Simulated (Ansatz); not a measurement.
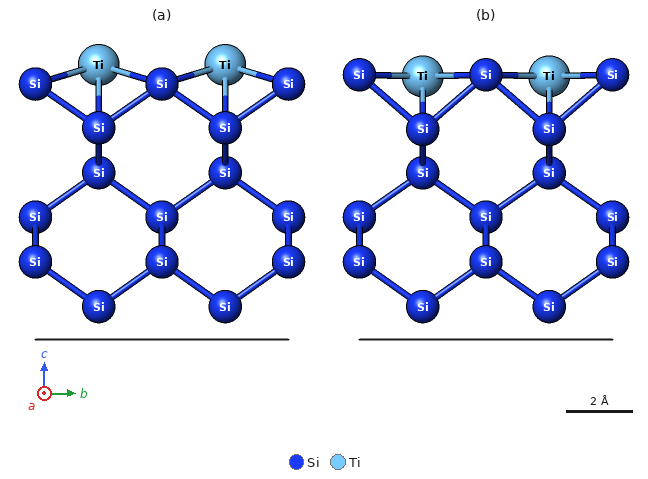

The structure of a slab of composition TiSi$_{6}$ before (left) and after (right) a constrained relaxation, at one scale.

A ball-and-stick model of the 2 × 2 repeat of the cell, outlined in the plane, without the vacuum, seen along the a axis.

3 atoms are held fixed.

Theory: DFT PBEsol, scalar-relativistic, plane waves, PAW; settings changed in Ansatz.

Input file:
```yaml
crystal:
  lattice:
    - [3.8417168286, 0.0, 0.0]
    - [0.0, 3.8417168286, 0.0]
    - [0.0, 0.0, 25.7912600522]
  atoms:
    - { symbol: Si, position: [0.0, 0.5, 0.3295690084] }
    - { symbol: Si, position: [0.0, 0.0, 0.3822322752] }
    - { symbol: Si, position: [0.5, 0.0, 0.4348955421] }
    - { symbol: Si, position: [0.5, 0.5, 0.4872505127] }
    - { symbol: Si, position: [0.0, 0.5, 0.5400001606] }
    - { symbol: Si, position: [0.0, 0.0, 0.5916358895] }
    - { symbol: Ti, position: [0.5, 0.5, 0.6141241277], spin: 2.0 }
basis:
  ecutwfc: 420
kpoints:
  mp_grid: { grid: [8, 8, 1] }
hamiltonian:
  xc: pbesol
scf:
  occupations: { method: tetrahedron_uncorrected }
  lower_state_search: light
output:
  forces: true
  eigenvalues: true
magnetization:
  spin_polarized: true
relax:
  adjacent_minimum: "off"
  f_tol: 0.03
  max_steps: 70
  constraints: [{ sites: [0, 1, 2] }]
efield:
  axis: 3
  dipole_correction: true
  ramp_width: 0.04
```

Launched with:
```bash
ansatz run input.yaml --threads 2 --pin off --max-ram 5120MiB --backend cpu --events-out ev --progress --plain --runs-dir out
```

What changed between the two?

Ti7 moves most: 0.35 Å along the normal (−c). Largest moves by element: Ti 0.35 Å, Si 0.28 Å. The cell doesn't change. Some distances before and after: Si4–Ti7 3.272 → 2.931 Å, Si5–Ti7 2.710 → 2.507 Å, Si5–Si6 2.337 → 2.538 Å, Si6–Ti7 2.778 → 2.717 Å. Among the angles between lasting bonds that change: Ti7–Si6–Ti7 155.9° → 178.0°, Si5–Si6–Si5 110.5° → 98.4°, Si5–Si6–Ti7 133.4° → 121.6°. Over 5 geometry steps the energy falls by 0.580 eV per cell of the calculation. The largest force component goes from 1.7 to 0.0015 eV/Å. The program noted that the starting moments weren't kept. The run took 89 s on 2 threads of Intel(R) Xeon(R) 6975P-C (Granite Rapids), with other jobs on the host, peak memory 0.85 GiB.
